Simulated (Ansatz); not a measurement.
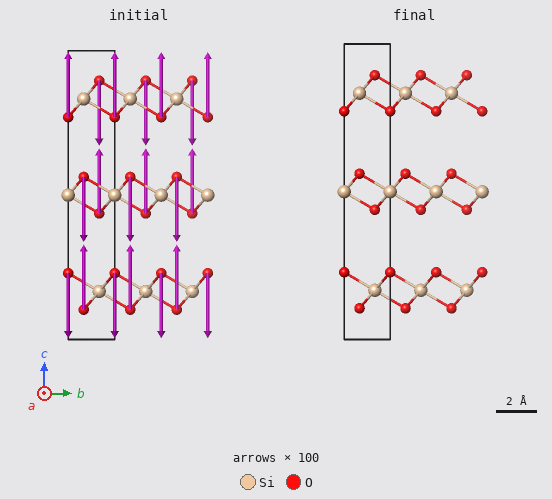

The structure of crystalline SiO₂ (a generated structure, set up in R-3m) before (left) and after (right) a relaxation, at one scale. The purple arrows give the displacements (the part carried along by the change of the cell is left out), magnified 100 times.

Style: ball-and-stick. Shown: the conventional cell (3 times the calculation's cell), repeated 1 × 3 × 1 with one cell outlined, along the a axis. Lengths and directions refer to the drawn axes.

Theory: DFT PBE+D3(BJ), scalar-relativistic, plane waves, PAW in Ansatz 0.2.0. (plane-wave cutoff 420 eV; k-point mesh 12 × 12 × 12; occupations gaussian; smearing width 0.02 eV; no spin polarisation; cell relaxed at fixed volume; force threshold 0.01 eV/Å; at most 30 steps)

Q: What changed between the two?

A: After 4 accepted moves (6 points after the start) the energy has fallen by 8.4 meV per atom. The largest force component goes from 0.52 to 0.0016 eV/Å. The pressure goes from −8.72 to −1.82 GPa. The SCF was repeated twice at an unchanged geometry on a basis and grid sized afresh for the cell, which shifted the energy by 0.4 meV per atom at most. The largest moves relative to the cell, 0.033 Å, are those of O atoms. Si stays in place. The drawn cell changes at constant volume: a = b 2.727 → 2.695 Å (−1.2 %), c 14.653 → 15.001 Å (+2.4 %). Some distances before and after: O–Si 1.827 → 1.806 Å. The space group stays R-3m (No. 166). Cost: 23 s on 1 thread of AMD EPYC 7R43 64-Core Processor (Zen 3), with other jobs on the host, peak memory 0.42 GiB.
